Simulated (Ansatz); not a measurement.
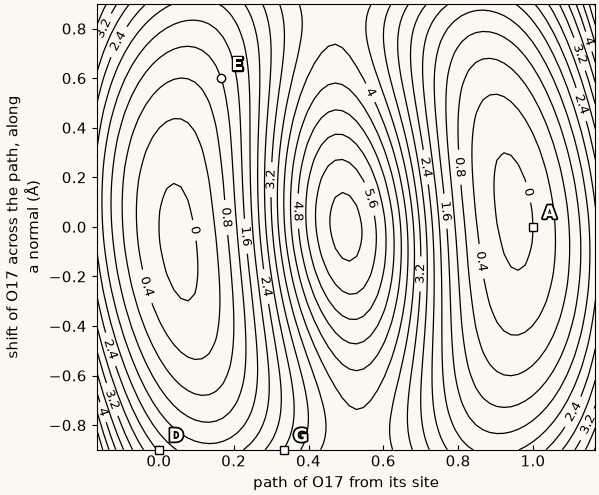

LiNbO₃ (R-3 phase) with one O vacancy (19 atoms in the cell, cell charge +2). An atom moved over a plane that holds its own site and a neighbouring vacancy (x along [1 0 0], y along [0 1 1], z along [0 −2 1] of the conventional cell). The first coordinate is: path of O17 from its site (0) to the vacancy (1), 2.591 Å; the second: shift of O17 across the path, along a normal. Nothing is relaxed (all other atoms held at the sites of the perfect crystal). The scan uses a 9 × 7 grid; 32 points were computed and 31 follow by symmetry. Points are written as (first, second). All energies are given in eV per cell relative to the lowest grid point. The cell is charged on a uniform background, without a charge correction. Theory: DFT PBEsol, scalar-relativistic, plane waves, PAW (Ansatz). Settings: cutoff 420 eV, k-mesh 4×4×4, gaussian smearing 0.05 eV, no spin polarisation.

The picture shows contour lines labelled in eV, lettered points. Between grid points the surface is interpolated.

> Is E the lowest point of the computed grid?

No. E lies 1.20 eV above the lowest grid point, which is at (0.000, 0.0 Å) [nearest 1 Nb at 1.89 Å].

> Rank the lettered points by energy, lowest first.

A (0.00 eV), E (1.20 eV), D (2.35 eV), G (2.81 eV).

PAW datasets: the set soft_1.
